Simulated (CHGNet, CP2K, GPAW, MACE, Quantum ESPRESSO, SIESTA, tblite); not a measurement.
# tblite on Nb(100)/C(110) interface (80 atoms): settings against a plane-wave reference

Aim: run Nb(100)/C(110) interface (80 atoms) in tblite and see how near its forces come to a plane-wave reference, and at what cost.

Program: tblite 0.8.0. Level of theory: the method is named at each step. Results are calculated unless marked as measured.

### Step 1. The structure

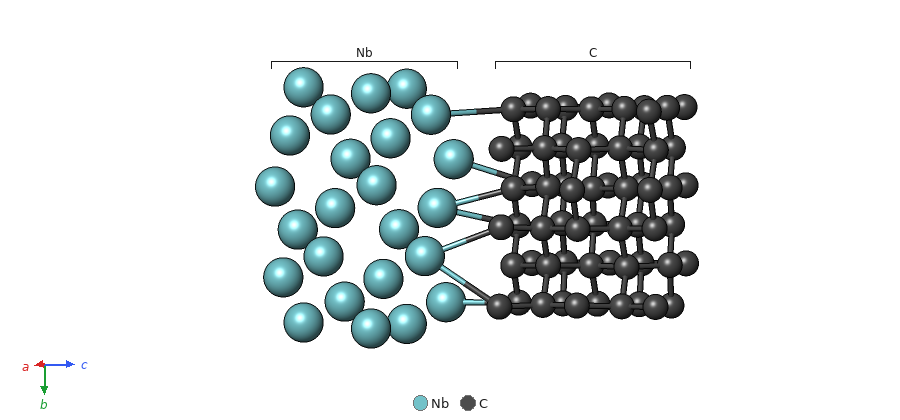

The cell as given, from the side, with the c axis across the page (niobium teal, carbon dark grey). Some periodic images of atoms are drawn too.

The cell holds 80 atoms: 20 Nb and 60 C. Cell: a = 7.134 Å, b = 7.567 Å, c = 24.460 Å, α = 90.0°, β = 90.0°, γ = 90.0°. Bcc Nb(100), 4 repeat layers, 5 surface cells, strained -3.32 and +2.54 %; diamond-structure C(110), 5 layers, 6 cells, -0.00 and -0.00 %; outer planes 2.45 Å apart, 12 Å of vacuum above; not relaxed, displaced by a Gaussian of 0.02 Å. Then every atom was moved at random, 0.02 Å r.m.s. a Cartesian component. Regions: Nb, 20 atoms (20 Nb); C, 60 atoms (60 C). Vacuum lies along c.

The yardstick, on the same geometry:

- method: Kohn-Sham DFT, PBE, SSSP efficiency 1.3.0 pseudopotentials, plane waves (Quantum ESPRESSO 7.5); sssp-pbe-1.3.0-efficiency, cutoffs 45/360 Ry, Γ point
- r.m.s. force component: 1.838 eV/Å
- longest force: 6.633 eV/Å
- time: 4.8 min on 4 MPI ranks of Arm Neoverse V1, shared host
- CPU time: 19 min

### Step 2. GFN1-xTB

Method: GFN1-xTB tight binding, diagonalisation.

run.py reads:

```python
import numpy as np
from ase.io import read
from tblite.ase import TBLite

atoms = read("structure.xyz")
atoms.calc = TBLite(method="GFN1-xTB", electronic_temperature=580, accuracy=1.0, max_iterations=250, mixer_damping=0.1, verbosity=1)
energy = atoms.get_potential_energy()
forces = atoms.get_forces()
print(f"energy {energy:.6f} eV")
print("forces (eV/A)")
for i, (a, f) in enumerate(zip(atoms, forces)):
    print(f"{i:4d} {a.symbol:2s} {f[0]:10.5f} {f[1]:10.5f} {f[2]:10.5f}")
print("charges (e)")
print(np.array2string(atoms.get_charges(), precision=4, suppress_small=True, max_line_width=110, threshold=100000))
```

structure.xyz reads:

```xyz
80
Lattice="7.13400 0.00000 0.00000 0.00000 7.56670 0.00000 0.00000 0.00000 24.45984" Properties=species:S:1:pos:R:3 pbc="T T T"
Nb 4.24609 6.01174 6.00807
Nb 6.42310 5.28723 7.67648
Nb 4.25408 6.04912 9.27199
Nb 3.53404 3.77488 10.92279
Nb 1.41424 4.53351 6.01859
Nb 3.61701 3.79228 7.59625
Nb 1.42709 4.51149 9.32067
Nb 0.73530 2.26713 10.99005
Nb 5.75443 3.05997 5.98752
Nb 0.71347 2.26433 7.62438
Nb 5.71348 3.00617 9.28814
Nb 4.97190 0.74895 10.93795
Nb 2.86701 1.47634 6.00073
Nb 4.95578 0.75274 7.67061
Nb 2.89676 1.55359 9.28593
Nb 2.10660 6.83863 10.96510
Nb 0.05072 7.55089 5.98508
Nb 2.12857 6.83031 7.66351
Nb 7.12565 0.01960 9.33828
Nb 6.39463 5.26726 10.97366
C 6.26593 1.81094 13.45316
C 3.65197 0.59051 13.41133
C 4.47880 0.56387 14.67419
C 5.38952 1.79883 14.70892
C 6.27014 1.84226 15.96053
C 3.62158 0.58248 15.94586
C 4.49513 0.54616 17.16518
C 5.38446 1.79762 17.16543
C 6.33157 1.83265 18.48895
C 3.58755 0.52937 18.40725
C 6.26972 4.33292 13.43848
C 3.61630 3.14056 13.41206
C 4.47873 3.05604 14.67835
C 5.44110 4.37703 14.64900
C 6.25873 4.37590 15.92433
C 3.65625 3.13912 15.98964
C 4.50355 3.09924 17.22437
C 5.34579 4.38127 17.16102
C 6.25416 4.35267 18.43685
C 3.59097 3.09001 18.49311
C 2.62488 1.82910 13.44264
C 0.04644 0.54889 13.38100
C 0.89025 0.59936 14.65903
C 1.84778 1.79679 14.68495
C 2.72048 1.77764 15.95736
C 0.04116 0.53307 15.93999
C 0.95267 0.59686 17.23685
C 1.81282 1.81624 17.21092
C 2.69965 1.83356 18.45324
C 0.01569 0.57916 18.39404
C 6.25588 6.88850 13.37880
C 3.65753 5.61676 13.40644
C 4.53366 5.59111 14.68740
C 5.42170 6.84408 14.66123
C 6.23262 6.84453 15.89865
C 3.63370 5.60927 15.93852
[... 20 atom lines left out ...]
C 0.93998 5.58854 17.14415
C 1.84578 6.88668 17.22168
C 2.67732 6.90840 18.40212
C 0.04081 5.60602 18.44688
```

Command:

```
$ OMP_NUM_THREADS=1 python run.py > output.txt
```

Output:

```text
------------------------------------------------------------
  cycle        total energy    energy error   density error
------------------------------------------------------------
      1     -165.2288929539  -1.6629602E+02   9.2966322E-01
      2     -38.60274934687   1.2662614E+02   1.1933778E+00
      3     -39.52662209396  -9.2387275E-01   1.1013419E+00
      4     -92.30551941948  -5.2778897E+01   8.7157642E-01
      5      294.6172047352   3.8692272E+02   1.1590393E+00
      6      309.0407058376   1.4423501E+01   1.4468994E+00
      7     -83.27396225334  -3.9231467E+02   6.0043078E-01
      8     -135.4566776046  -5.2182715E+01   2.8555975E-01
      9     -155.5158198786  -2.0059142E+01   2.6363662E-01
     10     -166.1392037641  -1.0623384E+01   1.4691224E-01
     11     -165.7779569411   3.6124682E-01   1.3692732E-01
     12     -165.9675639177  -1.8960698E-01   8.4842140E-02
     13     -166.2330204060  -2.6545649E-01   5.0886442E-02
     14     -166.5009690711  -2.6794867E-01   2.9925042E-02
     15     -166.5147515701  -1.3782499E-02   2.2196386E-02
     16     -166.5323614847  -1.7609915E-02   1.4462178E-02
     17     -166.4855133820   4.6848103E-02   1.3192258E-02
     18     -166.4663520751   1.9161307E-02   1.4822940E-02
     19     -166.5232216843  -5.6869609E-02   5.5599395E-03
     20     -166.5336729239  -1.0451240E-02   2.4850530E-03
     21     -166.5351647828  -1.4918589E-03   1.2834865E-03
     22     -166.5345673998   5.9738298E-04   1.8330880E-03
     23     -166.5349058746  -3.3847476E-04   1.1084993E-03
     24     -166.5351962034  -2.9032881E-04   5.5415016E-04
     25     -166.5352235807  -2.7377336E-05   3.4297119E-04
     26     -166.5352400727  -1.6491971E-05   9.7075765E-05
     27     -166.5352380349   2.0378152E-06   8.9899621E-05
     28     -166.5352401652  -2.1302684E-06   3.0899646E-05
     29     -166.5352400035   1.6162801E-07   3.5939984E-05
     30     -166.5352399026   1.0094402E-07   4.3200506E-05
     31     -166.5352402848  -3.8223598E-07   2.2150461E-05
     32     -166.5352402899  -5.0707172E-09   1.2373194E-05
------------------------------------------------------------
 total:                                   3.566 sec
energy -4531.654710 eV
forces (eV/A)
   0 Nb    0.03341    0.05902   -0.05465
   1 Nb    0.01628    0.18694   -0.30753
   2 Nb    0.09457    0.11290    0.29186
   3 Nb    0.06977   -0.03782    2.30031
   4 Nb   -0.12203    0.08093   -0.23733
   5 Nb   -0.31695    0.01734    0.01323
   6 Nb   -0.11417    0.15283   -0.11873
   7 Nb   -0.00485    0.02529    1.86570
   8 Nb    0.11008   -0.01245   -0.17161
   9 Nb    0.03296   -0.15910   -0.13705
  10 Nb    0.14462   -0.00473    0.15059
  11 Nb    0.05655   -0.07173    1.95959
  12 Nb   -0.08169   -0.11848   -0.10373
  13 Nb    0.53053   -0.13400   -0.45807
  14 Nb   -0.44201   -0.06972    0.08265
  15 Nb    0.09722   -0.06614    1.96010
  16 Nb   -0.02907    0.05947    0.03760
  17 Nb   -0.08776   -0.06111   -0.36133
  18 Nb   -0.01393   -0.11204   -0.15834
  19 Nb    0.05505    0.17387    2.02297
  20 C     3.25018   -0.03234    0.01510
  21 C    -4.11741   -0.37274   -0.12203
  22 C     1.57244   -0.68249   -0.36937
  23 C    -1.17929    0.77833   -1.50568
[...]
72 C     1.68241    0.51294    1.02473
  73 C    -0.82771   -0.26732   -1.86718
  74 C     1.01410    0.40890   -2.14576
  75 C    -1.51755    0.57569   -1.97533
  76 C     1.11175    0.69927    3.11693
  77 C    -2.93737   -0.63792    0.26979
  78 C     6.33369   -1.83879    0.41261
  79 C    -4.83951    0.07471   -2.14360
charges (e)
[ 0.0697 -0.0397 -0.1065  0.1895  0.0747 -0.0445 -0.1004  0.1865  0.0648 -0.0454 -0.0924  0.1927  0.0707
 -0.0365 -0.0997  0.2198  0.0728 -0.0424 -0.1102  0.1898 -0.0738 -0.1074  0.0326  0.0328  0.0074  0.0154
  0.0378  0.0395 -0.0639 -0.0352 -0.0844 -0.0911  0.0249  0.0375  0.0124  0.0095  0.0438  0.0386 -0.0441
 -0.0571 -0.0858 -0.0799  0.0352  0.0336  0.0059 -0.0006  0.0344  0.0421 -0.056   0.0086 -0.0909 -0.0789
  0.0314  0.0352  0.0059  0.0039  0.038   0.0433 -0.0733 -0.0774 -0.0907 -0.0845  0.0363  0.0328  0.0221
  0.0033  0.0301  0.0284 -0.0213 -0.0269 -0.0885 -0.0803  0.0318  0.0159  0.011   0.0103  0.0333  0.043
 -0.0263 -0.043 ]
```

Wall time 4.1 s (1 thread of Arm Neoverse V1, shared host); peak memory 0.13 GiB.

Banners, paths, timers and routine set-up lines are dropped from the logs unmarked, and long logs keep their key lines alone; longer cuts are marked.

Against the reference:

* r.m.s. force component: 1.799 eV/Å
* r.m.s. difference of force components: 482.3 meV/Å
* longest difference of force vectors: 2248 meV/Å
* force difference over r.m.s. force: 26.24 %
* slope of forces against the reference's: 0.9442
* correlation of force components: 0.9651

Length of the force difference by element (eV/Å):

| element | atoms | mean | most |
| --- | --- | --- | --- |
| C | 60 | 0.67 | 1.4 |
| Nb | 20 | 0.72 | 2.2 |

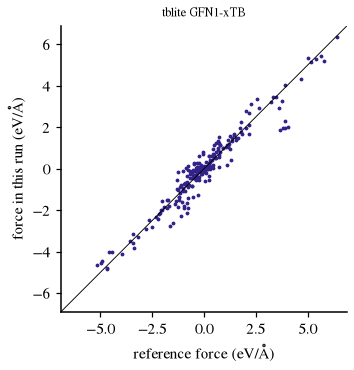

Force components against those of the reference; the line marks equality.

The surroundings of C79, which bears the longest force, nearest first, numbered as they follow in the input and with coordinates relative to it.

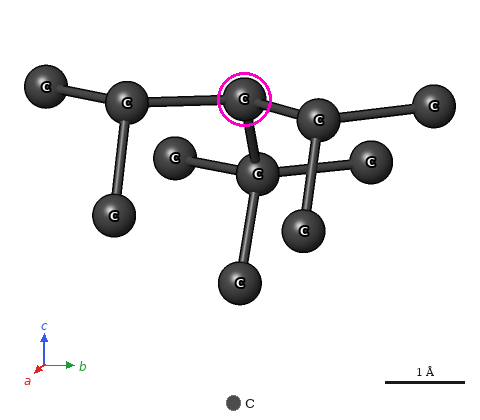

The atoms of the table, within 2.6 Å (arrows a, b, c point along x, y, z); some may hide others; the central atom is ringed.

| atom | x | y | z | distance (Å) | Mulliken charge (e) | Fx | Fy | Fz (eV/Å) |
| --- | --- | --- | --- | --- | --- | --- | --- | --- |
| C79 | 0.00 | 0.00 | 0.00 | 0.00 | -0.03 | 6.33 | -1.84 | 0.41 |
| C78 | -0.83 | -0.02 | -1.18 | 1.44 | 0.04 | -2.94 | -0.64 | 0.27 |
| C30 | 0.91 | 1.19 | 0.01 | 1.50 | -0.04 | -4.64 | 1.47 | -1.35 |
| C60 | 0.91 | -1.33 | 0.10 | 1.61 | -0.08 | -4.81 | 0.59 | -2.64 |
| C75 | 0.04 | -0.05 | -2.41 | 2.41 | 0.01 | 1.01 | 0.41 | -2.15 |
| C47 | -1.72 | 1.26 | -1.17 | 2.43 | 0.03 | 0.09 | -1.98 | -0.30 |
| C49 | 0.02 | 2.49 | 0.05 | 2.49 | -0.06 | 5.21 | -0.43 | -1.66 |
| C27 | 1.82 | 1.20 | -1.24 | 2.51 | 0.04 | 1.66 | 0.57 | 2.68 |
| C77 | -1.74 | -1.32 | -1.26 | 2.52 | 0.03 | 1.11 | 0.70 | 3.12 |
| C57 | 1.84 | -1.28 | -1.17 | 2.52 | 0.04 | -0.53 | -0.47 | 0.81 |
| C69 | 0.00 | -2.60 | 0.02 | 2.60 | -0.02 | 5.31 | 1.36 | -1.28 |

Atoms are counted from 1 here, from 0 in the log.

Forces lie 26 % from the reference's, at 0.0035 times its CPU time (on 1 against 4 cores).

### Step 3. Summary of results

| Quantity | Value |
| --- | --- |
| force difference from the reference | tblite GFN1-xTB, 26 % |
| its CPU time | 4.1 s |

Tight binding differs by 26 % (tblite GFN1-xTB); it is another model, with fitted parameters of its own, and the xTB methods hold dispersion. One electronic-structure run takes under half the reference's CPU time: tblite GFN1-xTB, at 26 % in 4.1 s against 19 min. Periodic xTB results under one method name differ between programs and library versions. The host structure and its lattice constant were typed by rule, without a check against the phase diagram. The electronic-structure runs sample only Γ, in a cell whose shortest periodic width is 7 Å, which is coarse for a cell with partly filled levels.

[Also dropped from logs without a mark: logging warnings of Python, and SIESTA's first energy breakdown and zero terms.]

[Logs are printed without paths, hosts, clocks, repeated set-up lines and the standing remarks that a program may print on its own settings, such as how far it seeks lower states.]

[Hosts, paths, dates, database ids (printed as entryN), source tags and the programs' standing remarks are cut or masked in the printed files.]
